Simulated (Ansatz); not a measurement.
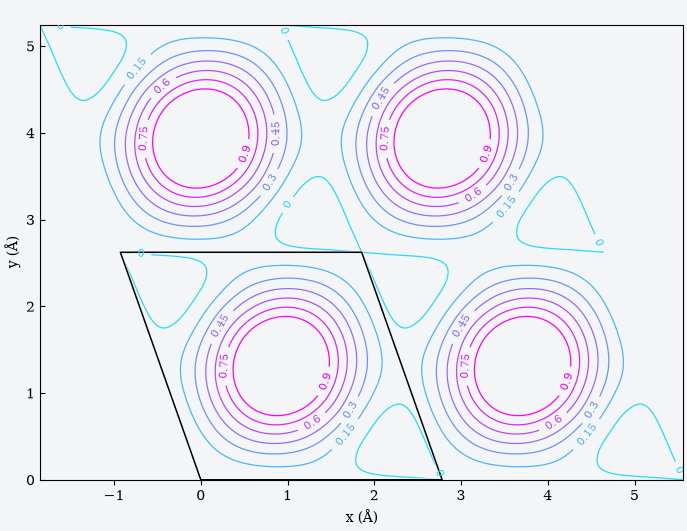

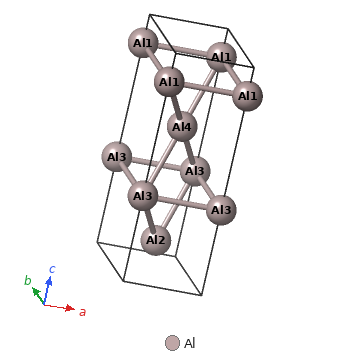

Energy landscape of Al (Im-3m, No. 229; 4 atoms in the cell). 
- Gamma surface: rigid slide across a plane, one fault a cell; the plane is (0 1 1) of the conventional cell.
- Places are given modulo a cell vector. The map is drawn in real space over the plane of the slide.
- Nothing is relaxed (rigid halves, spacing across the cut fixed).
- The grid has 10 × 10 points; 31 points were computed and 69 follow by symmetry.
- Energies: J/m², counted from the perfect crystal.
- All numbers below come from DFT PBEsol, scalar-relativistic, plane waves, PAW (Ansatz 0.2.0). Settings: cutoff 420 eV, k-mesh 16×16×5 in the order of the run's cell vectors, gaussian smearing 0.15 eV, no spin polarisation.

The picture shows contour lines labelled in J/m² (none above 0.9), the outline of one cell of the 2 × 2 shown. Between grid points the surface is interpolated. The second picture is the structure at the lowest point

Where are the wells?

The lowest grid point is at (1/10, 8/10) of the cell vectors, −0.07 J/m² from the perfect crystal. The same energy is found at (8/10, 1/10) of the cell vectors. The reference structure, at (0/10, 0/10) of the cell vectors, is a saddle of this map. The highest grid point, (5/10, 5/10) of the cell vectors, lies 1.45 J/m² above the lowest.

The input of one point:

```yaml
crystal:
  lattice:
    - [-1.6063180831, 1.6063180831, -1.6063180831]
    - [-1.6063180831, -1.6063180831, 1.6063180831]
    - [-1.4456862748, 5.3008496744, 7.5496949908]
  atoms:
    - { symbol: Al, position: [-0.0875, -0.7, 0.875] }
    - { symbol: Al, position: [0.4875, 0.4, 0.125] }
    - { symbol: Al, position: [-0.0375, -0.3, 0.375] }
    - { symbol: Al, position: [0.4375, 0.0, 0.625] }
basis:
  ecutwfc: 420
kpoints:
  mp_grid: { grid: [16, 16, 5] }
hamiltonian:
  xc: pbesol
  pseudopotentials: { kind: paw, azcp: { folder: soft_1 } }
scf:
  occupations: { method: gaussian, width: 0.15 }
output:
  forces: true
  stress: true
  eigenvalues: true
  write_density: true
  write_potential: true
  elf: true
  volumetric_format: npy
```

Each point was launched as `ansatz run input.yaml --threads 2 --pin off --max-ram 4096MiB --backend cpu --events-out ev --progress --plain --runs-dir out`. Time for the 31 points that were run: 14 min on 2 threads of Arm Neoverse N1, on a shared host.
